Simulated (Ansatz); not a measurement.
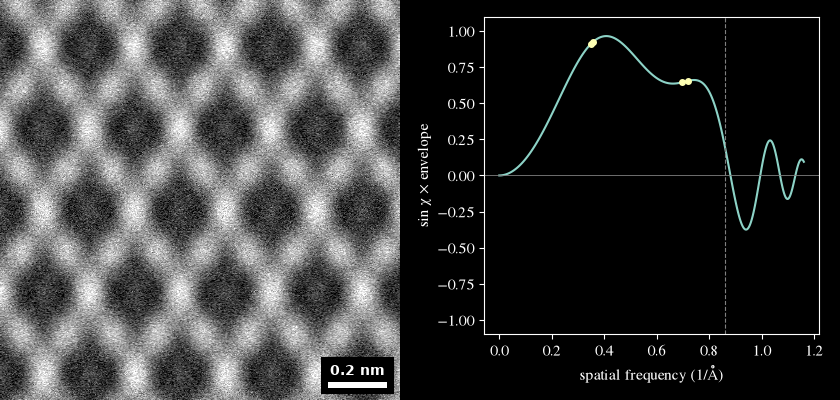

HRTEM-like image of Sb (P6_3/mmc, No. 194) along [101]. Simulated in the weak-phase-object approximation with neutral-atom potentials: 80 kV, Cs = −13 µm, defocus +88 Å (negative is underfocus), defocus spread 12 Å, aperture 0.86 1/Å. Shot noise and a slight drift were added. Atomic positions: the geometry relaxed with DFT, r2SCAN, plane waves (500 eV) with PAW, scalar-relativistic (Ansatz 0.2.0); the starting structure was generated, so it need not be a known form of this composition.

The plot gives the contrast transfer function, the aperture (dashed) and the crystal's spatial frequencies that carry visible contrast (dots).

What point resolution do these settings give, and which lattice spacings pass?

About 1.2 Å (0.66 |Cs|^(1/4) λ^(3/4) with λ = 0.0418 Å). The spacings that carry visible contrast are {100} at 2.87 Å, {101} at 2.79 Å, {200} at 1.44 Å, {202} at 1.39 Å. Columns 0.96 Å apart are closer than that and merge.

Do the atom columns appear dark or bright, and why?

Bright. With negative Cs and overfocus sin χ is positive over the pass band, so the strongest columns (Sb) come out brighter than the background.
